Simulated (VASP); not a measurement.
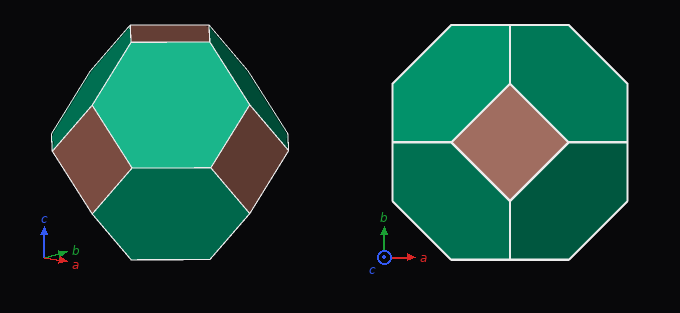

Two views of one computed crystal shape (BFDH rule; symmetry-equivalent faces share a colour; the right view looks down the c axis). A face and its opposite count as equivalent. Forms under 0.4 % of the area are left out.

Which crystal system and Laue class does the shape show?

Answer. Cubic, Laue class m-3m. A BFDH shape is always centrosymmetric and shows few forms, so it can't tell the point group within that class, and the other Laue class of the same system could look alike. It was computed for GaSb3 in Fm-3m, with forms {111} and {200}.

Origin: a cell listed in the Materials Project, as set up for an electronic-structure calculation.
